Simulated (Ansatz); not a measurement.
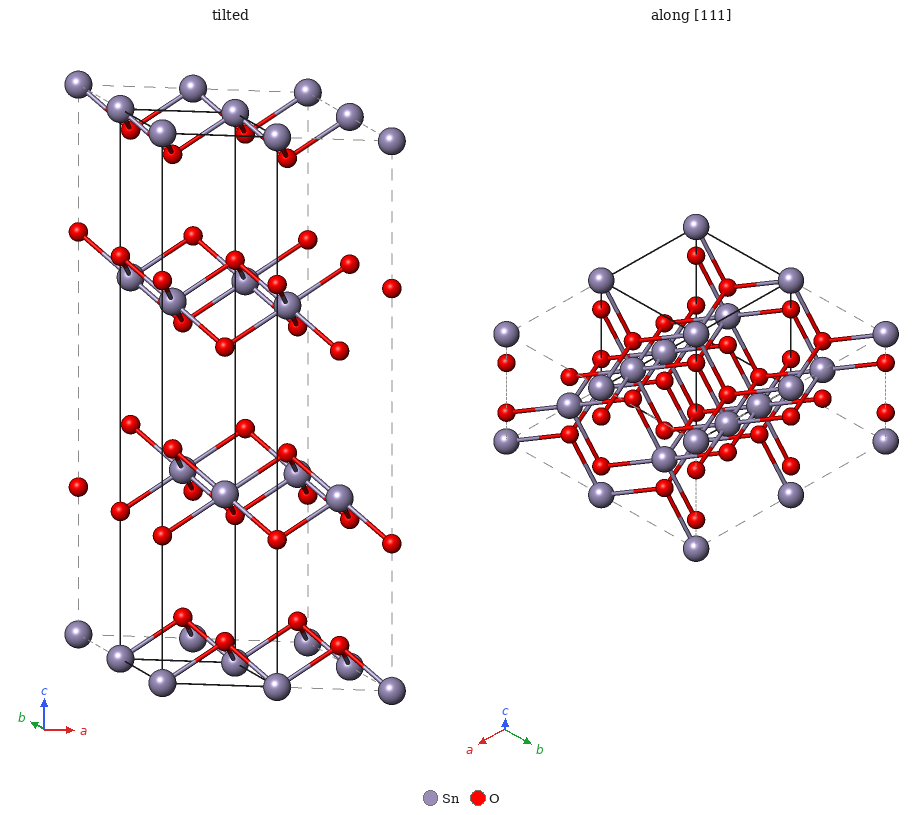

A ball-and-stick picture of a crystal structure, seen slightly off an axis and along [111]. The drawing covers 2×2×1 cells, and the solid lines enclose one conventional unit cell.

What can be read from this drawing?

The material is SnO₂. Its lattice is rhombohedral (trigonal R), its space group R-3m (No. 166). Its structure type: cadmium chloride (CdCl₂) type. With Z = 3, the cell contains 3 Sn, 6 O. Sn is linked to six O in a distorted octahedral arrangement. O sits among three Sn in a trigonal pyramidal arrangement. The bonds build SnO2 layers parallel to (001).

Starting structure: a structure listed in the Materials Project. The cell was then strained or its atoms displaced on purpose. It went into a calculation with Ansatz.

At this level of theory the cell isn't at rest (compressed, at 7 GPa), so its distances can differ from those at equilibrium, the more so the softer the solid.
